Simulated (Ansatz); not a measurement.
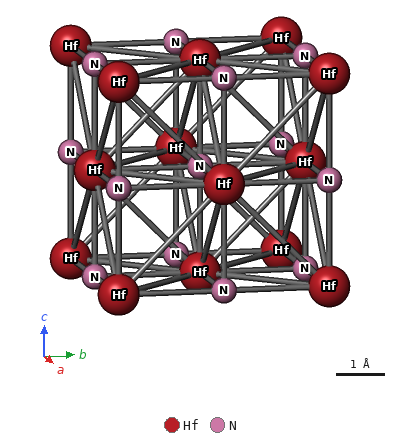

The starting structure (ball-and-stick view of the cell 4 times as large as that of the calculation, set on its symmetry axes, seen slightly off an axis).

## Geometry relaxation of HfN (part 1 of 2)

HfN (Fm-3m, 2 atoms in the cell), computed with DFT PBE, scalar-relativistic, plane waves, PAW, no spin polarisation (Ansatz 0.2.0).

The structure derives from an entry of the Crystallography Open Database.

Output
```
Engine: ansatz 0.2.0, aarch64-unknown-linux-gnu
Pseudopotentials: kind: paw
Pseudopotential: Hf, paw, valence charge 26, recommended cutoff 420 eV (normal), Hf.paw.azcp
Pseudopotential: N, paw, valence charge 5, recommended cutoff 420 eV (normal), N.paw.azcp
Functional definition: PBE
  parameter kappa = 0.804
  parameter beta = 0.06672455060314922
  exchange = pbe_x(kappa = kappa, mu = beta*pi^2/3)
  correlation = pbe_c(beta = beta)
Crystal: 2 atoms, lattice volume = 22.964 Å³
Basis set: ecut = 420 eV, 459 PW (Γ), exchange–correlation on 48×48×48 points (8 copies of the dense FFT grid, shifted against one another)
Bands: 20, of which v1, the nominal top of the filled ones, is band 16 counted from 1 (15 counted from 0)
Symmetry: 48 space group operations
Space group: Fm-3m (ITA 225), of the structure as read, at distance tolerance 2.8e-5 Å
k-points: 145 of 4096
Non-local potential: Hf, projectors of the file, l = 0: 3, l = 1: 2, l = 2: 2, l = 3: 3
Non-local potential: N, projectors of the file, l = 0: 2, l = 1: 2, l = 2: 1
PAW form: soft (Blöchl's): semilocal exchange-correlation on the pseudo side does not see the compensation charge
PAW one-centre angular grid: Hf, 590 points (default); XC on 64 Gauss nodes
PAW one-centre angular grid: N, 110 points (default); XC on 64 Gauss nodes
Initial density: superposition of atomic densities (neutral atoms: chi_scale 0, normalization atom), corrected by the library's trained network
Initial wavefunctions: pseudopotential atomic-orbital guess
Functional: x = pbe(κ = 0.804, μ = 0.2195149727645171), c = pbe(β = 0.06672455060314922)
SCF iter   1: F=—  HF=-16108.682140 eV  |F-HF|=—  |Δ(HF+E_count)|=         —  Δρ=5.49e-3  dr2=8.46e-3  ethr=1.77e-3  ⟨swp⟩=4.9  Hψ=12076  notcnv=0
preconditioner: auto → Kerker (q_TF=auto, 2.868 Å⁻¹)  [metal: Δε(μ)=0.009 eV  Ē_g=19.046 eV  σ=0.100 eV  W_gap=0.05  n_scr=14 (ndim 8)  ℏωp=41.7 eV  f_vac=0.000  D(μ)=0.59/eV (n_scr^D=0)]
SCF iter   2: F=—  HF=-16108.679960 eV  |F-HF|=—  |Δ(HF+E_count)|=   2.18e-3  Δρ=1.43e-3  dr2=4.54e-4  ethr=2.73e-5  ⟨swp⟩=1.8  Hψ=4387  notcnv=0
SCF iter   3: F=—  HF=-16108.679800 eV  |F-HF|=—  |Δ(HF+E_count)|=   1.60e-4  Δρ=7.55e-4  dr2=8.69e-5  ethr=1.46e-6  ⟨swp⟩=2.1  Hψ=4293  notcnv=0
SCF iter   4: F=—  HF=-16108.679777 eV  |F-HF|=—  |Δ(HF+E_count)|=   2.32e-5  Δρ=3.72e-4  dr2=1.30e-5  ethr=2.80e-7  ⟨swp⟩=2.0  Hψ=5098  notcnv=0
SCF iter   5: F=—  HF=-16108.679767 eV  |F-HF|=—  |Δ(HF+E_count)|=   9.58e-6  Δρ=7.05e-5  dr2=4.65e-7  ethr=4.20e-8  ⟨swp⟩=3.0  Hψ=6029  notcnv=0
SCF iter   6: F=-16108.679767 eV  HF=-16108.679767 eV  |F-HF|=1.31e-8  |Δ(HF+E_count)|=   1.16e-7  Δρ=6.90e-6  dr2=4.45e-9  ethr=3.23e-10  ⟨swp⟩=10.8  Hψ=22472  notcnv=0
SCF 1 converged in 6 iterations: F = -16108.679767 eV  dr2 = 4.45e-9
  Residual-converged pass: ⟨swp⟩=1.0  Hψ=3485  notcnv=0  max |occ|·‖R‖ = 7.0e-9 eV (tolerance 1.0e-8 eV)  dr2=4.45e-9  dr2_onsite=2.48e-8  max |Δocc| = 2.6e-10
  greatest PAW one-centre occupation: 0.998 electrons in one spin orbital (limit 2), on the Hf atom at site 0 (counted from 0), in its partial waves of l = 0
relax step   1: F+E_penalty+E_count = -16108.67976690 eV  Δ(F+E_penalty+E_count) = +0.000e0 eV  max|allowed force component| = 7.034e-30 eV/Å  Δτ_max = 0.0000 Å  P = +6.565 GPa  Ω = 22.964 Å³  (6 SCF iters, dr2 threshold 1.00e-7 eV, accepted)
Crystal: 2 atoms, lattice volume = 23.784 Å³
Initial density: handed on by an earlier stage of this run
Initial wavefunctions: those handed on with the density
iter 1 solved again at ethr=1.86e-5 eV; its pass at ethr=3.10e-3 eV (dr2=5.77e-3 eV) is discarded
SCF iter   1: F=—  HF=-16108.686730 eV  |F-HF|=—  |Δ(HF+E_count)|=         —  Δρ=4.83e-3  dr2=5.57e-3  ethr=1.86e-5  ⟨swp⟩=1.4  Hψ=15524  notcnv=0
preconditioner: auto → Kerker (q_TF=auto, 2.851 Å⁻¹)  [metal: Δε(μ)=0.006 eV  Ē_g=18.920 eV  σ=0.100 eV  W_gap=0.03  n_scr=14 (ndim 8)  ℏωp=41.0 eV  f_vac=0.000  D(μ)=0.62/eV (n_scr^D=0)]
SCF iter   2: F=—  HF=-16108.685483 eV  |F-HF|=—  |Δ(HF+E_count)|=   1.25e-3  Δρ=1.13e-3  dr2=2.93e-4  ethr=1.80e-5  ⟨swp⟩=2.0  Hψ=3811  notcnv=0
SCF iter   3: F=—  HF=-16108.685472 eV  |F-HF|=—  |Δ(HF+E_count)|=   1.05e-5  Δρ=5.96e-4  dr2=7.46e-5  ethr=9.44e-7  ⟨swp⟩=2.0  Hψ=4745  notcnv=0
SCF iter   4: F=—  HF=-16108.685477 eV  |F-HF|=—  |Δ(HF+E_count)|=   4.79e-6  Δρ=3.70e-4  dr2=3.41e-5  ethr=2.41e-7  ⟨swp⟩=2.0  Hψ=4644  notcnv=0
SCF iter   5: F=—  HF=-16108.685462 eV  |F-HF|=—  |Δ(HF+E_count)|=   1.54e-5  Δρ=6.52e-5  dr2=9.52e-7  ethr=1.10e-7  ⟨swp⟩=2.0  Hψ=4872  notcnv=0
SCF iter   6: F=—  HF=-16108.685464 eV  |F-HF|=—  |Δ(HF+E_count)|=   2.21e-6  Δρ=3.55e-5  dr2=2.30e-7  ethr=6.45e-10  ⟨swp⟩=10.6  Hψ=26629  notcnv=0
SCF iter   7: F=-16108.685464 eV  HF=-16108.685464 eV  |F-HF|=1.29e-9  |Δ(HF+E_count)|=   8.66e-8  Δρ=6.30e-6  dr2=5.62e-9  ethr=6.45e-10  ⟨swp⟩=8.8  Hψ=19124  notcnv=0
SCF 2 converged in 7 iterations: F = -16108.685464 eV  dr2 = 5.62e-9
  Residual-converged pass: ⟨swp⟩=1.0  Hψ=3486  notcnv=0  max |occ|·‖R‖ = 7.1e-9 eV (tolerance 1.0e-8 eV)  dr2=5.62e-9  dr2_onsite=4.51e-9  max |Δocc| = 8.0e-10
relax step   2: F+E_penalty+E_count = -16108.68546402 eV  Δ(F+E_penalty+E_count) = -5.697e-3 eV  max|allowed force component| = 1.972e-29 eV/Å  Δτ_max = 0.0000 Å  P = -3.064 GPa  Ω = 23.784 Å³  energy of the carried Pulay correction = -2.522e-3 eV  (7 SCF iters, dr2 threshold 2.00e-7 eV, accepted)
Crystal: 2 atoms, lattice volume = 23.516 Å³
iter 1 solved again at ethr=1.81e-6 eV; its pass at ethr=3.10e-3 eV (dr2=5.60e-4 eV) is discarded
SCF iter   1: F=—  HF=-16108.689075 eV  |F-HF|=—  |Δ(HF+E_count)|=         —  Δρ=1.50e-3  dr2=5.26e-4  ethr=1.81e-6  ⟨swp⟩=2.0  Hψ=14314  notcnv=0
preconditioner: auto → Kerker (q_TF=auto, 2.857 Å⁻¹)  [metal: Δε(μ)=0.003 eV  Ē_g=18.949 eV  σ=0.100 eV  W_gap=0.02  n_scr=14 (ndim 8)  ℏωp=41.2 eV  f_vac=0.000  D(μ)=0.61/eV (n_scr^D=0)]
SCF iter   2: F=—  HF=-16108.688961 eV  |F-HF|=—  |Δ(HF+E_count)|=   1.14e-4  Δρ=3.60e-4  dr2=2.86e-5  ethr=1.70e-6  ⟨swp⟩=2.0  Hψ=3805  notcnv=0
SCF iter   3: F=—  HF=-16108.688949 eV  |F-HF|=—  |Δ(HF+E_count)|=   1.25e-5  Δρ=1.88e-4  dr2=7.31e-6  ethr=9.21e-8  ⟨swp⟩=2.0  Hψ=5046  notcnv=0
SCF iter   4: F=—  HF=-16108.688949 eV  |F-HF|=—  |Δ(HF+E_count)|=   6.90e-7  Δρ=1.09e-4  dr2=2.95e-6  ethr=2.36e-8  ⟨swp⟩=2.0  Hψ=4640  notcnv=0
SCF iter   5: F=-16108.688948 eV  HF=-16108.688948 eV  |F-HF|=1.32e-7  |Δ(HF+E_count)|=   1.33e-6  Δρ=1.83e-5  dr2=6.89e-8  ethr=6.45e-10  ⟨swp⟩=6.4  Hψ=19998  notcnv=0
SCF 3 converged in 5 iterations: F = -16108.688948 eV  dr2 = 6.89e-8
relax step   3: F+E_penalty+E_count = -16108.68894826 eV  Δ(F+E_penalty+E_count) = -3.484e-3 eV  max|allowed force component| = 3.813e-30 eV/Å  Δτ_max = 0.0000 Å  P = -0.116 GPa  Ω = 23.516 Å³  energy of the carried Pulay correction = -1.710e-3 eV  (5 SCF iters, dr2 threshold 2.00e-7 eV, accepted)
Crystal: 2 atoms, lattice volume = 23.506 Å³
iter 1 solved again at ethr=3.69e-9 eV; its pass at ethr=3.10e-3 eV (dr2=1.14e-6 eV) is discarded
SCF iter   1: F=—  HF=-16108.688988 eV  |F-HF|=—  |Δ(HF+E_count)|=         —  Δρ=6.87e-5  dr2=1.09e-6  ethr=3.69e-9  ⟨swp⟩=2.0  Hψ=14127  notcnv=0
preconditioner: auto → Kerker (q_TF=auto, 2.857 Å⁻¹)  [metal: Δε(μ)=0.016 eV  Ē_g=18.957 eV  σ=0.100 eV  W_gap=0.09  n_scr=14 (ndim 8)  ℏωp=41.2 eV  f_vac=0.000  D(μ)=0.61/eV (n_scr^D=0)]
SCF iter   2: F=—  HF=-16108.688983 eV  |F-HF|=—  |Δ(HF+E_count)|=   4.92e-6  Δρ=2.38e-5  dr2=1.28e-7  ethr=3.50e-9  ⟨swp⟩=2.0  Hψ=3570  notcnv=0
SCF iter   3: F=—  HF=-16108.688983 eV  |F-HF|=—  |Δ(HF+E_count)|=   2.16e-8  Δρ=1.49e-5  dr2=3.44e-8  ethr=1.08e-10  ⟨swp⟩=8.0  Hψ=17605  notcnv=0
SCF iter   4: F=-16108.688983 eV  HF=-16108.688983 eV  |F-HF|=8.04e-9  |Δ(HF+E_count)|=   5.56e-9  Δρ=5.17e-6  dr2=5.71e-9  ethr=1.08e-10  ⟨swp⟩=8.3  Hψ=17507  notcnv=0
SCF 4 converged in 4 iterations: F = -16108.688983 eV  dr2 = 5.71e-9
relax step   4: F+E_penalty+E_count = -16108.68898287 eV  Δ(F+E_penalty+E_count) = -3.461e-5 eV  max|allowed force component| = 1.160e-29 eV/Å  Δτ_max = 0.0000 Å  P = +0.002 GPa  Ω = 23.506 Å³  energy of the carried Pulay correction = -1.679e-3 eV  (4 SCF iters, dr2 threshold 3.34e-8 eV, accepted)
Initial wavefunctions: pseudopotential atomic-orbital guess (no wavefunctions were taken with the density)
iter 1 solved again at ethr=1.30e-8 eV; its pass at ethr=3.10e-3 eV (dr2=4.04e-6 eV) is discarded
SCF iter   1: F=—  HF=-16108.690811 eV  |F-HF|=—  |Δ(HF+E_count)|=         —  Δρ=1.32e-4  dr2=6.69e-7  ethr=1.30e-8  ⟨swp⟩=3.8  Hψ=21696  notcnv=0
preconditioner: auto → Kerker (q_TF=auto, 2.857 Å⁻¹)  [metal: Δε(μ)=0.000 eV  Ē_g=18.956 eV  σ=0.100 eV  W_gap=0.00  n_scr=14 (ndim 8)  ℏωp=41.2 eV  f_vac=0.000  D(μ)=0.61/eV (n_scr^D=0)]
SCF iter   2: F=—  HF=-16108.690808 eV  |F-HF|=—  |Δ(HF+E_count)|=   2.57e-6  Δρ=6.97e-5  dr2=2.26e-7  ethr=2.16e-9  ⟨swp⟩=2.0  Hψ=5156  notcnv=0
SCF iter   3: F=—  HF=-16108.690808 eV  |F-HF|=—  |Δ(HF+E_count)|=   2.74e-7  Δρ=3.58e-5  dr2=5.34e-8  ethr=7.30e-10  ⟨swp⟩=2.2  Hψ=4669  notcnv=0
SCF iter   4: F=—  HF=-16108.690808 eV  |F-HF|=—  |Δ(HF+E_count)|=   9.85e-8  Δρ=3.83e-6  dr2=1.88e-9  ethr=1.72e-10  ⟨swp⟩=2.0  Hψ=4601  notcnv=0
SCF iter   5: F=—  HF=-16108.690808 eV  |F-HF|=—  |Δ(HF+E_count)|=  3.51e-10  Δρ=9.73e-7  dr2=1.70e-10  ethr=6.05e-12  ⟨swp⟩=2.1  Hψ=5172  notcnv=0
SCF iter   6: F=—  HF=-16108.690808 eV  |F-HF|=—  |Δ(HF+E_count)|=  3.31e-10  Δρ=3.97e-7  dr2=1.48e-11  ethr=1.00e-12  ⟨swp⟩=5.1  Hψ=16631  notcnv=0
SCF iter   7: F=-16108.690808 eV  HF=-16108.690808 eV  |F-HF|=1.09e-11  |Δ(HF+E_count)|=  3.64e-12  Δρ=7.83e-8  dr2=1.01e-12  ethr=1.00e-12  ⟨swp⟩=5.8  Hψ=12796  notcnv=0
SCF 5 converged in 7 iterations: F = -16108.690808 eV  dr2 = 1.01e-12
relax step   5: F+E_penalty+E_count = -16108.69080837 eV  Δ(F+E_penalty+E_count) = -1.826e-3 eV  max|allowed force component| = 7.626e-30 eV/Å  Δτ_max = 0.0000 Å  P = +0.098 GPa  Ω = 23.506 Å³  stress off target by 9.81e-2 GPa  SCF on the basis re-selected at this cell (its energy is not comparable with the rows above)  (7 SCF iters)
basis re-selected at this cell: Δ(F+E_penalty+E_count) = -1.826e-3 eV, ΔP = +0.097 GPa vs the last step (what re-selecting the basis moved, of the pressure what is left beyond the Pulay correction that the steps carried, after the strain that the cell walked since its last selection, with what the two solves' SCF thresholds leave and, on support functions, any second-order correction that the steps lacked; it is no measure of the basis error at this ecutwfc). This SCF's stress stands 9.81e-2 GPa from its target on what of the cell is left free (relax.cell.stress_tol is 5.00e-2 GPa) and its largest allowed force component is 7.63e-30 eV/Å (relax.f_tol is 5.00e-3 eV/Å): not within both, so this SCF does not close the relaxation
Crystal: 2 atoms, lattice volume = 23.515 Å³
iter 1 solved again at ethr=1.89e-9 eV; its pass at ethr=3.10e-3 eV (dr2=5.86e-7 eV) is discarded
SCF iter   1: F=—  HF=-16108.690791 eV  |F-HF|=—  |Δ(HF+E_count)|=         —  Δρ=4.84e-5  dr2=5.47e-7  ethr=1.89e-9  ⟨swp⟩=2.0  Hψ=14066  notcnv=0
preconditioner: auto → Kerker (q_TF=auto, 2.857 Å⁻¹)  [metal: Δε(μ)=0.000 eV  Ē_g=18.955 eV  σ=0.100 eV  W_gap=0.00  n_scr=14 (ndim 8)  ℏωp=41.2 eV  f_vac=0.000  D(μ)=0.61/eV (n_scr^D=0)]
SCF iter   2: F=—  HF=-16108.690786 eV  |F-HF|=—  |Δ(HF+E_count)|=   4.99e-6  Δρ=1.17e-5  dr2=3.05e-8  ethr=1.76e-9  ⟨swp⟩=2.0  Hψ=3804  notcnv=0
SCF iter   3: F=-16108.690786 eV  HF=-16108.690786 eV  |F-HF|=9.42e-10  |Δ(HF+E_count)|=  5.26e-10  Δρ=6.03e-6  dr2=7.52e-9  ethr=7.76e-11  ⟨swp⟩=7.6  Hψ=17500  notcnv=0
SCF 6 converged in 3 iterations: F = -16108.690786 eV  dr2 = 7.52e-9
relax step   6: F+E_penalty+E_count = -16108.69078577 eV  Δ(F+E_penalty+E_count) = +2.260e-5 eV  max|allowed force component| = 1.824e-30 eV/Å  Δτ_max = 0.0000 Å  P = +0.002 GPa  Ω = 23.515 Å³  energy of the carried Pulay correction = -2.526e-5 eV  (3 SCF iters, dr2 threshold 2.41e-8 eV, accepted)
iter 1 solved again at ethr=8.65e-9 eV; its pass at ethr=3.10e-3 eV (dr2=2.68e-6 eV) is discarded
SCF iter   1: F=—  HF=-16108.690791 eV  |F-HF|=—  |Δ(HF+E_count)|=         —  Δρ=6.09e-6  dr2=7.64e-9  ethr=8.65e-9  ⟨swp⟩=3.9  Hψ=21924  notcnv=0
SCF iter   2: F=—  HF=-16108.690786 eV  |F-HF|=—  |Δ(HF+E_count)|=   4.82e-6  Δρ=4.46e-6  dr2=4.67e-9  ethr=2.46e-11  ⟨swp⟩=2.4  Hψ=5293  notcnv=0
SCF iter   3: F=—  HF=-16108.690786 eV  |F-HF|=—  |Δ(HF+E_count)|=  2.55e-11  Δρ=1.71e-6  dr2=6.34e-10  ethr=1.51e-11  ⟨swp⟩=2.2  Hψ=4699  notcnv=0
SCF iter   4: F=—  HF=-16108.690786 eV  |F-HF|=—  |Δ(HF+E_count)|=  8.15e-10  Δρ=4.59e-7  dr2=4.04e-11  ethr=2.04e-12  ⟨swp⟩=2.1  Hψ=5086  notcnv=0
SCF iter   5: F=—  HF=-16108.690786 eV  |F-HF|=—  |Δ(HF+E_count)|=  1.09e-10  Δρ=2.68e-7  dr2=1.57e-11  ethr=1.00e-12  ⟨swp⟩=6.6  Hψ=14987  notcnv=0
SCF iter   6: F=-16108.690786 eV  HF=-16108.690786 eV  |F-HF|=1.09e-11  |Δ(HF+E_count)|=  7.28e-12  Δρ=1.73e-7  dr2=4.70e-12  ethr=1.00e-12  ⟨swp⟩=5.8  Hψ=13569  notcnv=0
SCF 7 converged in 6 iterations: F = -16108.690786 eV  dr2 = 4.70e-12
relax step   7: F+E_penalty+E_count = -16108.69078577 eV  Δ(F+E_penalty+E_count) = -5.220e-10 eV  max|allowed force component| = 3.813e-30 eV/Å  Δτ_max = 0.0000 Å  P = +0.003 GPa  Ω = 23.515 Å³  stress off target by 3.32e-3 GPa  SCF on the basis re-selected at this cell (its energy is not comparable with the rows above)  (6 SCF iters)
```

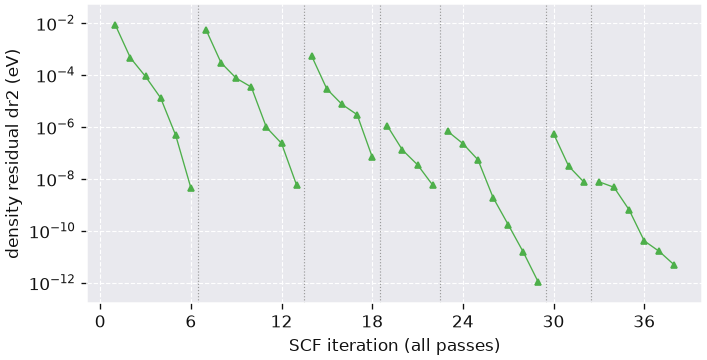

Convergence of the self-consistent field: density residual dr2 against the SCF iteration. The dotted lines part the SCF passes of the relaxation: geometry steps, rejected trials and re-solves on a re-selected basis. The 7 passes take 3 to 7 iterations each, 38 in all.

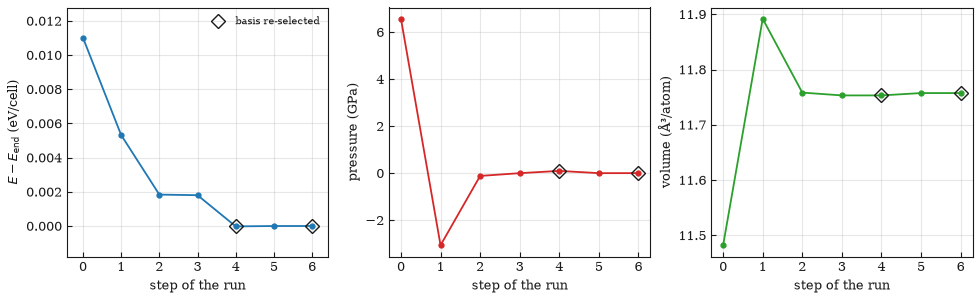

Progress of the relaxation, step by step (the first geometry is step 0 here and step 1 in the log).
